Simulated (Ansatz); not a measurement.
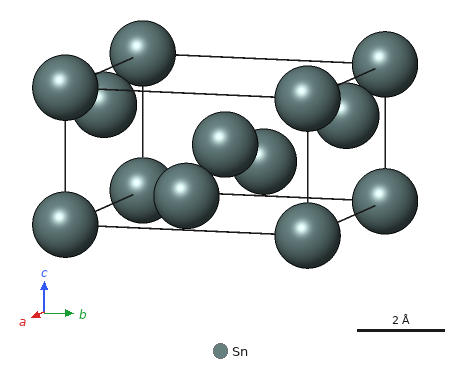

Reference structure: a symmetric starting cell of Sn. The picture is a spheres-only view of the conventional cell (2 times the calculation's cell), seen slightly off an axis. Lengths and directions refer to the drawn axes.

Method: DFT r2SCAN, scalar-relativistic, plane waves, PAW in Ansatz. Settings: plane-wave cutoff 500 eV; k-point mesh 14 × 14 × 14; occupations gaussian; smearing width 0.1 eV; no spin polarisation.

Change: The cell is strained by −3.2 % along c and +5.8 % across it (volume +8.5 %), the atoms keeping their fractional coordinates. No relaxation follows. The starting cell wasn't computed here and needn't be at equilibrium, so pressure and forces aren't due to the change alone.

Input file:
```yaml
crystal:
  lattice:
    - [-3.1118740593, 3.1118740593, 1.5487800391]
    - [3.1118740593, -3.1118740593, 1.5487800391]
    - [3.1118740593, 3.1118740593, -1.5487800391]
  atoms:
    - { symbol: Sn, position: [0.75, 0.25, 0.5] }
    - { symbol: Sn, position: [0.0, 0.0, 0.0] }
basis:
  ecutwfc: 500
kpoints:
  mp_grid: { grid: [14, 14, 14] }
hamiltonian:
  xc: r2scan
scf:
  occupations: { method: gaussian, width: 0.1 }
output:
  forces: true
  stress: true
  eigenvalues: true
```

Run as
```bash
ansatz run input.yaml --threads 1 --pin off --max-ram 1331MiB --backend cpu --events-out ev --progress --plain --runs-dir out
```

Predict the response.

Among the bonded contacts that change: Sn–Sn 3.047 → 3.207 Å, Sn–Sn 3.199 → 3.098 Å. The space group stays I4_1/amd (No. 141). The pressure is −3.3 GPa (not all of it need come from the change, since the unchanged cell can be under pressure at this level too). The principal stresses (compression positive) are −0.3 GPa along c and −4.8 GPa across it. All forces vanish by symmetry.

Drawn alike, the variant:

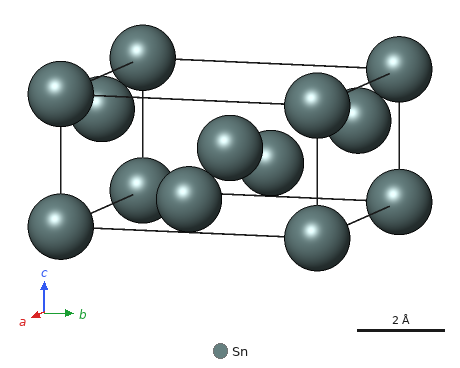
